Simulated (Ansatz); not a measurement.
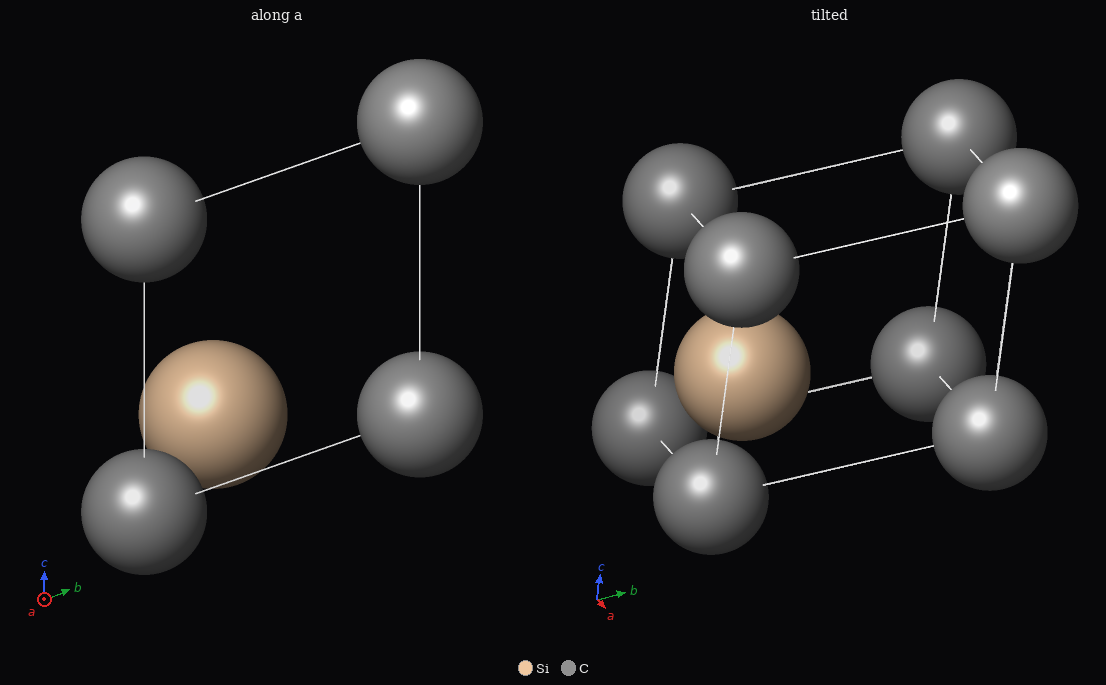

View along the a axis and slightly off an axis, drawn as a spheres-only model. Thin lines show the simulation cell, with boundary atoms drawn in all their periodic places.

The input file of the run:
```yaml
crystal:
  lattice:
    - [0.0, 2.1898629708, 2.1898629708]
    - [2.1898629708, 0.0, 2.1898629708]
    - [2.1898629708, 2.1898629708, 0.0]
  atoms:
    - { symbol: Si, position: [0.25, 0.25, 0.25] }
    - { symbol: C, position: [0.0, 0.0, 0.0] }
basis:
  ecutwfc: 420
kpoints:
  mp_grid: { grid: [10, 10, 10] }
hamiltonian:
  xc: pbe
scf:
  occupations: { method: fixed }
output: {}
phonons:
  method: dfpt
  dielectric: true
  rigid_motions: translations
```
Run as:
```sh
ansatz run input.yaml --threads 4 --pin off --max-ram 8192MiB --backend cpu --events-out ev --progress --plain --runs-dir out
```

Computational set-up: DFT PBE, scalar-relativistic, plane waves, PAW in Ansatz, plane-wave cutoff 420 eV, k-mesh 10×10×10, no spin polarisation.

**What does the calculation say: metal or gapped?**

A semiconductor at this level, with a gap of 1.37 eV on the k-mesh (the true edges may lie between mesh points, so the gap can be somewhat smaller).

**Give the high-frequency dielectric constant.**

ε∞ averages 7.0.

It goes back to a structure listed in the Materials Project. Earlier steps of the study may have refined or changed the cell and positions. It went into a calculation with Ansatz.
